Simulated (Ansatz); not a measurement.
System: KBr.

```yaml
crystal:
  lattice:
    - [6.64371, 0.00000, 0.00000]
    - [0.00000, 6.64371, 0.00000]
    - [0.00000, 0.00000, 6.64371]
  atoms:
    - { symbol: Br, position: [0.50000, 0.00000, 0.00000] }
    - { symbol: Br, position: [0.00000, 0.50000, 0.00000] }
    - { symbol: Br, position: [0.00000, 0.00000, 0.50000] }
    - { symbol: Br, position: [0.50000, 0.50000, 0.50000] }
    - { symbol: K, position: [0.00000, 0.00000, 0.00000] }
    - { symbol: K, position: [0.50000, 0.50000, 0.00000] }
    - { symbol: K, position: [0.50000, 0.00000, 0.50000] }
    - { symbol: K, position: [0.00000, 0.50000, 0.50000] }
```

Space group Fm-3m.

The calculation used Ansatz, Kohn-Sham DFT of a periodic cell, r2SCAN, Ansatz PAW.

**What can the converged valence pseudo-density and electron localisation function tell about the bonding?**

K–Br (3.32 Å): ρ is about 0.08 e/Å³ halfway, with its minimum of 0.07 e/Å³ about 1.5 Å from K; the ELF is about 0.10 at the midpoint; a closed-shell, largely ionic contact.

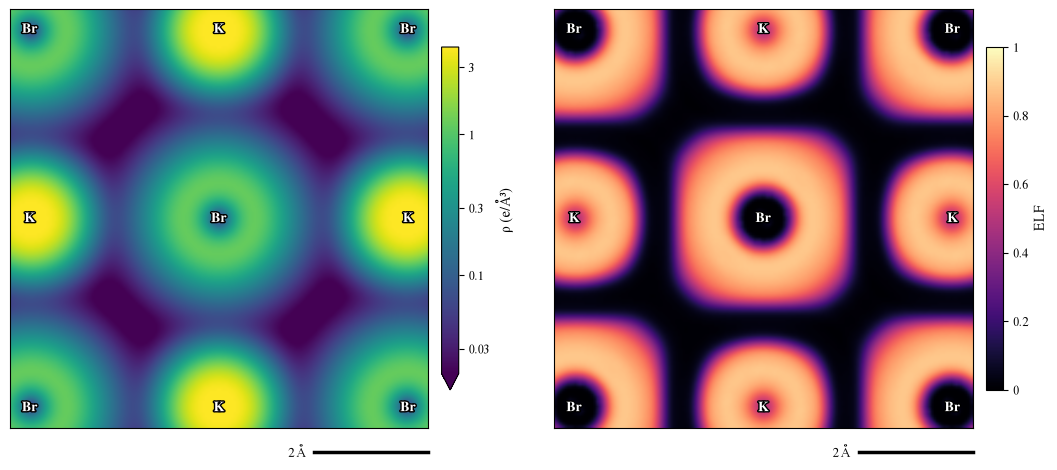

Computed valence pseudo-density and electron localisation function on the (001) plane of the conventional cell, in this order. 
